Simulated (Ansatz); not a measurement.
## Two runs on CaF3

System: CaF3 (I4/mmm, 4 atoms in the cell).
Method of the first run: Kohn-Sham DFT of a periodic cell, PBEsol, all-electron LAPW, scalar-relativistic, no spin polarisation (Ansatz 0.2.0).

The structure derives from a Materials Project entry. Text and figures count atoms from 1; the logs count them from 0 in places.

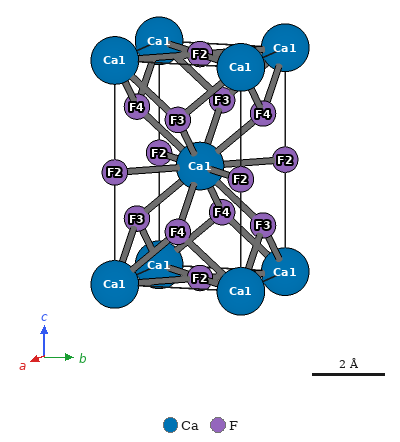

Figure 1. The structure (ball-and-stick view of the cell 2 times as large as that of the calculation, set on its symmetry axes, seen slightly off an axis; atoms are numbered from 1 in the order of the input).

**Input file, the first run**
```yaml
crystal:
  lattice:
    - [-1.860632712, 1.860632712, 3.1568954996]
    - [1.860632712, -1.860632712, 3.1568954996]
    - [1.860632712, 1.860632712, -3.1568954996]
  atoms:
    - { symbol: Ca, position: [0.0, 0.0, 0.0] }
    - { symbol: F, position: [0.5, 0.5, 0.0] }
    - { symbol: F, position: [0.25, 0.75, 0.5] }
    - { symbol: F, position: [0.75, 0.25, 0.5] }
kpoints:
  mp_grid: { grid: [10, 10, 10] }
scf:
  occupations: { method: fermi_dirac, width: 0.05 }
hamiltonian:
  xc: pbesol
  pseudopotentials: { kind: all_electron, lapw: { basis_error: 0.001 } }
output:
  forces: true
  stress: true
  eigenvalues: true
```

Launched with:
```bash
ansatz run input.yaml --threads 2 --pin off --max-ram 8192MiB --backend cpu --events-out ev --progress --plain --runs-dir out
```

Hardware: 2 threads of Arm Neoverse V1, 24 GiB of memory available, shared host.

**Output, shortened to warnings, some set-up lines, iterations and results (the first run)**
```
Basis set: ecut = 250.59273303188186 eV, 405 PW (Γ), FFT grids on a1+a3, a2+a3, a3, exchange–correlation at level 2
Symmetry: 16 space group operations
k-points: 102 of 1000
Initial density: superposition of atomic densities (chi_scale 0.1, normalization cell, long waves kept (reshape's long-wave potential 0.00 eV rms))
[...]
SCF iter   1: F=—  HF=-26626.919745 eV  |F-HF|=—  |Δ(HF+E_count)|=         —  Δρ=3.47e-2  dr2=5.83e-1  ethr=1.50e-3  ⟨swp⟩=2.0  Hψ=15665  notcnv=0
SCF iter   2: F=—  HF=-26627.089736 eV  |F-HF|=—  |Δ(HF+E_count)|=   1.70e-1  Δρ=3.63e-2  dr2=9.01e-1  ethr=1.50e-3  ⟨swp⟩=3.0  Hψ=8720  notcnv=0
SCF iter   3: F=—  HF=-26626.286090 eV  |F-HF|=—  |Δ(HF+E_count)|=   8.04e-1  Δρ=1.40e-2  dr2=1.11e-1  ethr=1.50e-3  ⟨swp⟩=2.0  Hψ=7548  notcnv=0
SCF iter   4: F=—  HF=-26626.269003 eV  |F-HF|=—  |Δ(HF+E_count)|=         —  Δρ=9.10e-3  dr2=4.38e-2  ethr=2.84e-4  ⟨swp⟩=2.0  Hψ=7574  notcnv=0
SCF iter   5: F=—  HF=-26626.279310 eV  |F-HF|=—  |Δ(HF+E_count)|=   1.03e-2  Δρ=3.65e-3  dr2=6.58e-3  ethr=1.12e-4  ⟨swp⟩=2.1  Hψ=7872  notcnv=0
SCF iter   6: F=—  HF=-26626.275312 eV  |F-HF|=—  |Δ(HF+E_count)|=   4.00e-3  Δρ=2.38e-3  dr2=3.76e-3  ethr=1.69e-5  ⟨swp⟩=2.0  Hψ=7548  notcnv=0
SCF iter   7: F=—  HF=-26626.276895 eV  |F-HF|=—  |Δ(HF+E_count)|=   1.58e-3  Δρ=1.14e-3  dr2=6.47e-4  ethr=9.63e-6  ⟨swp⟩=2.0  Hψ=7679  notcnv=0
SCF iter   8: F=—  HF=-26626.276120 eV  |F-HF|=—  |Δ(HF+E_count)|=   7.75e-4  Δρ=6.43e-4  dr2=2.12e-4  ethr=1.66e-6  ⟨swp⟩=2.0  Hψ=7548  notcnv=0
SCF iter   9: F=—  HF=-26626.275856 eV  |F-HF|=—  |Δ(HF+E_count)|=   2.64e-4  Δρ=2.34e-4  dr2=3.84e-5  ethr=5.44e-7  ⟨swp⟩=2.0  Hψ=7548  notcnv=0
SCF iter  10: F=—  HF=-26626.275920 eV  |F-HF|=—  |Δ(HF+E_count)|=   6.34e-5  Δρ=9.18e-5  dr2=5.59e-6  ethr=9.84e-8  ⟨swp⟩=2.0  Hψ=7548  notcnv=0
SCF iter  11: F=—  HF=-26626.275916 eV  |F-HF|=—  |Δ(HF+E_count)|=   3.56e-6  Δρ=1.73e-5  dr2=2.04e-7  ethr=5.22e-10  ⟨swp⟩=2.0  Hψ=12546  notcnv=0
SCF iter  12: F=-26626.275916 eV  HF=-26626.275916 eV  |F-HF|=4.81e-8  |Δ(HF+E_count)|=   5.06e-8  Δρ=4.36e-6  dr2=1.16e-8  ethr=5.22e-10  ⟨swp⟩=2.0  Hψ=7548  notcnv=0
SCF 1 converged in 12 iterations: F = -26626.275916 eV  dr2 = 1.16e-8
SCF converged after 12 iterations
Free energy (F): -26626.275916 eV
Harris-Foulkes:  -26626.275916 eV  (|F-HF|=4.81e-8)
Internal energy: -26626.193734 eV  (E = F + TS)
E sigma→0 (E₀):  -26626.234825 eV
Entropy (-TS):   -0.082182 eV (-20.545 meV/atom)
Fermi energy:    4.618447 eV
--- Per-component energies (eV) ---
  E_band       = -2887.919476
  E_kinetic    = 26758.260436
  E_xc         = -1784.101412
  E_electrostatic = -51600.352758  (all electrons and nuclei)
  E_smearing   = -0.082182  (= −TS)
  E_closure    = 0.000000  (closes the sum)
  E_atoms      = -26607.593437  (free atoms, spherical and without spin; not in F)
  Σ components = -26626.275916   (vs F -26626.275916, Δ=0.00e0)
  Basis errors (estimates in eV, not in F): energy 2.4e-4 per atom: plane waves 2.3e-4 (1.6e-4 summed), levels above the bands 5.1e-88, relativity 1.2e-8, radial functions 1.7e-5, core shells 1.9e-9; eigenvalues (radial functions only) 3.9e-6; not estimated: angular momenta, meshes, grids; target …
--- Forces (eV/Å), atoms counted from 1 ---
  atom   1  Ca     0.00000000     0.00000000    -0.00000000
  atom   2  F     -0.00000000     0.00000000     0.00000000
  atom   3  F      0.00000000     0.00000000     0.00000000
  atom   4  F      0.00000000     0.00000000     0.00000000
  max |Σ_I F_I| component: 5.20e-18 eV/Å
--- Stress (GPa, compression-positive) ---
        1.611574      -0.000000       0.000000
       -0.000000       1.611574       0.000000
        0.000000       0.000000       0.781397
  P = ⅓ Tr σ = 1.3348 GPa (13.348 kbar)
```

The input of the second run differs as follows (lines with − go, lines with + come):
```diff
-    - [-1.860632712, 1.860632712, 3.1568954996]
-    - [1.860632712, -1.860632712, 3.1568954996]
-    - [1.860632712, 1.860632712, -3.1568954996]
+    - [-1.873736191, 1.873736191, 3.1791278905]
+    - [1.873736191, -1.873736191, 3.1791278905]
+    - [1.873736191, 1.873736191, -3.1791278905]
```

How does the second run compare with the first run?

With the same functional and potentials, the second run lies 0.6 meV per atom lower. The pressure goes from 1.33 to −0.50 GPa. The volume per atom goes from 10.93 to 11.16 Å³. The cell is scaled evenly with the atoms at fixed fractional positions, so −ΔP/Δ ln V estimates the bulk modulus midway between the two volumes: about 87 GPa. The number of SCF iterations is the same.

**Output, shortened to warnings, some set-up lines, iterations and results (the second run)**
```
Basis set: ecut = 247.29703651146684 eV, 405 PW (Γ), FFT grids on a1+a3, a2+a3, a3, exchange–correlation at level 2
Symmetry: 16 space group operations
k-points: 102 of 1000
Initial density: superposition of atomic densities (chi_scale 0.1, normalization cell, long waves kept (reshape's long-wave potential 0.00 eV rms))
[...]
SCF iter   1: F=—  HF=-26626.926690 eV  |F-HF|=—  |Δ(HF+E_count)|=         —  Δρ=3.42e-2  dr2=5.89e-1  ethr=1.51e-3  ⟨swp⟩=2.0  Hψ=15660  notcnv=0
SCF iter   2: F=—  HF=-26627.124427 eV  |F-HF|=—  |Δ(HF+E_count)|=   1.98e-1  Δρ=3.59e-2  dr2=9.17e-1  ethr=1.51e-3  ⟨swp⟩=3.0  Hψ=8737  notcnv=0
SCF iter   3: F=—  HF=-26626.287535 eV  |F-HF|=—  |Δ(HF+E_count)|=   8.37e-1  Δρ=1.37e-2  dr2=1.10e-1  ethr=1.51e-3  ⟨swp⟩=2.0  Hψ=7548  notcnv=0
SCF iter   4: F=—  HF=-26626.271682 eV  |F-HF|=—  |Δ(HF+E_count)|=         —  Δρ=9.06e-3  dr2=4.60e-2  ethr=2.82e-4  ⟨swp⟩=2.0  Hψ=7579  notcnv=0
SCF iter   5: F=—  HF=-26626.281148 eV  |F-HF|=—  |Δ(HF+E_count)|=   9.47e-3  Δρ=3.83e-3  dr2=8.03e-3  ethr=1.18e-4  ⟨swp⟩=2.1  Hψ=7868  notcnv=0
SCF iter   6: F=—  HF=-26626.277538 eV  |F-HF|=—  |Δ(HF+E_count)|=   3.61e-3  Δρ=2.39e-3  dr2=4.15e-3  ethr=2.06e-5  ⟨swp⟩=2.0  Hψ=7548  notcnv=0
SCF iter   7: F=—  HF=-26626.279006 eV  |F-HF|=—  |Δ(HF+E_count)|=   1.47e-3  Δρ=1.05e-3  dr2=6.16e-4  ethr=1.06e-5  ⟨swp⟩=2.0  Hψ=7722  notcnv=0
SCF iter   8: F=—  HF=-26626.278369 eV  |F-HF|=—  |Δ(HF+E_count)|=   6.37e-4  Δρ=6.00e-4  dr2=2.01e-4  ethr=1.58e-6  ⟨swp⟩=2.0  Hψ=7549  notcnv=0
SCF iter   9: F=—  HF=-26626.278178 eV  |F-HF|=—  |Δ(HF+E_count)|=   1.91e-4  Δρ=1.96e-4  dr2=2.91e-5  ethr=5.15e-7  ⟨swp⟩=2.0  Hψ=7548  notcnv=0
SCF iter  10: F=—  HF=-26626.278249 eV  |F-HF|=—  |Δ(HF+E_count)|=   7.05e-5  Δρ=8.48e-5  dr2=4.90e-6  ethr=7.46e-8  ⟨swp⟩=2.0  Hψ=7548  notcnv=0
SCF iter  11: F=—  HF=-26626.278245 eV  |F-HF|=—  |Δ(HF+E_count)|=   3.43e-6  Δρ=1.90e-5  dr2=2.45e-7  ethr=6.28e-10  ⟨swp⟩=2.0  Hψ=12546  notcnv=0
SCF iter  12: F=-26626.278245 eV  HF=-26626.278245 eV  |F-HF|=3.78e-8  |Δ(HF+E_count)|=   1.09e-7  Δρ=4.63e-6  dr2=1.44e-8  ethr=6.28e-10  ⟨swp⟩=2.0  Hψ=7548  notcnv=0
SCF 1 converged in 12 iterations: F = -26626.278245 eV  dr2 = 1.44e-8
SCF converged after 12 iterations
Free energy (F): -26626.278245 eV
Harris-Foulkes:  -26626.278245 eV  (|F-HF|=3.78e-8)
Internal energy: -26626.194941 eV  (E = F + TS)
E sigma→0 (E₀):  -26626.236593 eV
Entropy (-TS):   -0.083304 eV (-20.826 meV/atom)
Fermi energy:    4.363765 eV
--- Per-component energies (eV) ---
  E_band       = -2898.349978
  E_kinetic    = 26756.803691
  E_xc         = -1783.691107
  E_electrostatic = -51599.307525  (all electrons and nuclei)
  E_smearing   = -0.083304  (= −TS)
  E_closure    = 0.000000  (closes the sum)
  E_atoms      = -26607.593437  (free atoms, spherical and without spin; not in F)
  Σ components = -26626.278245   (vs F -26626.278245, Δ=0.00e0)
  Basis errors (estimates in eV, not in F): energy 2.4e-4 per atom: plane waves 2.2e-4 (1.6e-4 summed), levels above the bands 4.0e-87, relativity 1.1e-8, radial functions 1.7e-5, core shells 1.5e-9; eigenvalues (radial functions only) 3.8e-6; not estimated: angular momenta, meshes, grids; target …
--- Forces (eV/Å), atoms counted from 1 ---
  atom   1  Ca    -0.00000000     0.00000000     0.00000000
  atom   2  F     -0.00000000     0.00000000    -0.00000000
  atom   3  F      0.00000000     0.00000000     0.00000000
  atom   4  F      0.00000000     0.00000000     0.00000000
  max |Σ_I F_I| component: 6.66e-31 eV/Å
--- Stress (GPa, compression-positive) ---
       -0.177551       0.000000      -0.000000
        0.000000      -0.177551      -0.000000
       -0.000000      -0.000000      -1.140246
  P = ⅓ Tr σ = -0.4984 GPa (-4.984 kbar)
```

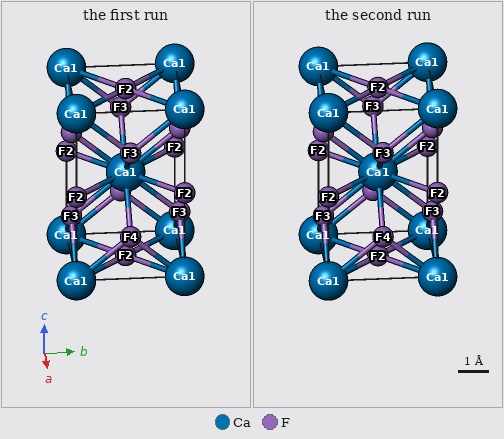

Figure 2. The two input geometries at one scale (ball-and-stick view of the cell 2 times as large as that of the calculation, set on its symmetry axes, seen at an oblique angle). No atom moves by more than 0.005 Å relative to the cell. The drawn cell changes as follows: a = b 3.721 → 3.747 Å (+0.7 %), c 6.314 → 6.358 Å (+0.7 %); the volume changes by +2.1 %. Among the contacts that change: Ca1–F2 2.631 → 2.650 Å, Ca1–F3 2.440 → 2.457 Å.

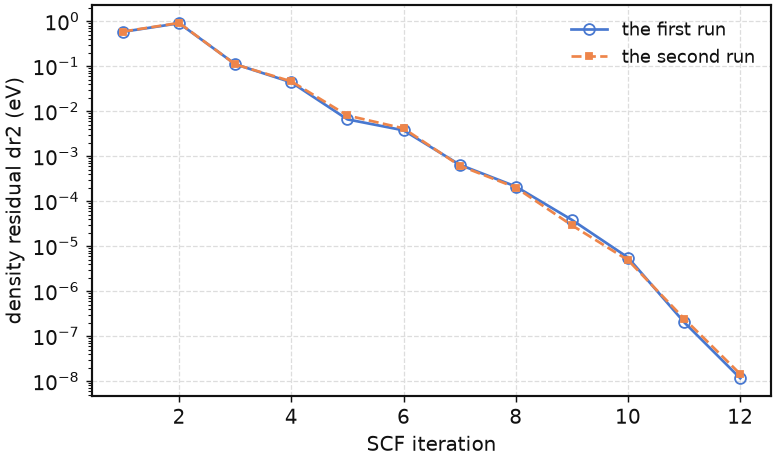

Figure 3. Convergence of the two runs: density residual dr2 against the SCF iteration. The first run takes 12 iterations in all, and the second run takes 12.

**The two runs side by side**

```tsv
quantity	the first run	the second run
outcome	converged	converged
free energy per atom (eV)	−6656.5690	−6656.5696
energy per atom, smearing taken to zero (eV)	−6656.5587	−6656.5591
gap on the mesh (eV)	0.00	0.00
pressure (GPa)	1.33	−0.50
volume per atom (Å³)	10.93	11.16
largest force (eV/Å)	0.000	0.000
SCF iterations	12	12
irreducible k-points	102	102
plane waves at Γ	405	405
wall time (shared host)	23 s	23 s
```

For both runs: The cell holds an odd number of electrons but the run has no spin polarisation, so it comes out as a metal.
